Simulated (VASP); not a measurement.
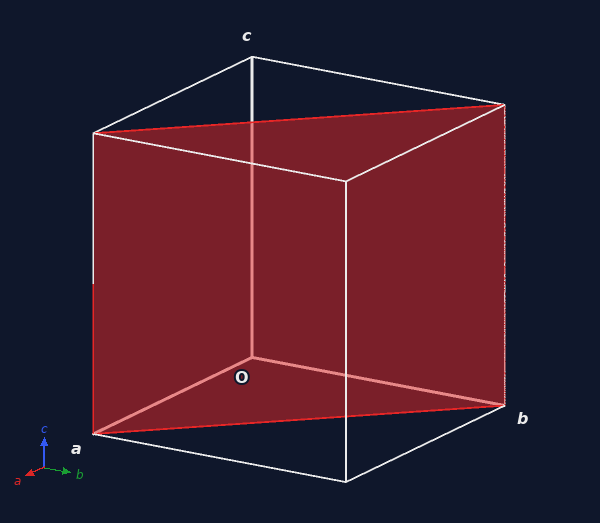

Every member of one family of equally spaced planes, hx + ky + lz = a whole number, that cuts the unit cell is shaded (one member passes through the origin O, touching the cell only at an edge or corner). Crystal: BaTiO₃, the end point of a relaxation with VASP, VASP Kohn-Sham DFT of a periodic cell, PBE, VASP PAW PBE potentials, recommended. Geometry calculated from the standardised cell; symmetry tolerance 0.002 Å.

a = 3.996 Å, b = 3.996 Å, c = 4.224 Å, α = 90.00°, β = 90.00°, γ = 90.00°.

### What are the Miller indices?

(1 1 0); the opposite sign names the same planes. The member next to the origin meets the axes a at 1, b at 1, c never.

### What is the spacing?

d = 2.826 Å.

### The space group is P4mm (No. 99). How many reflections hkl are equivalent to this one (itself included), and does it occur?

4 reflections are equivalent in the Laue class 4/mmm. The space group allows the reflection.
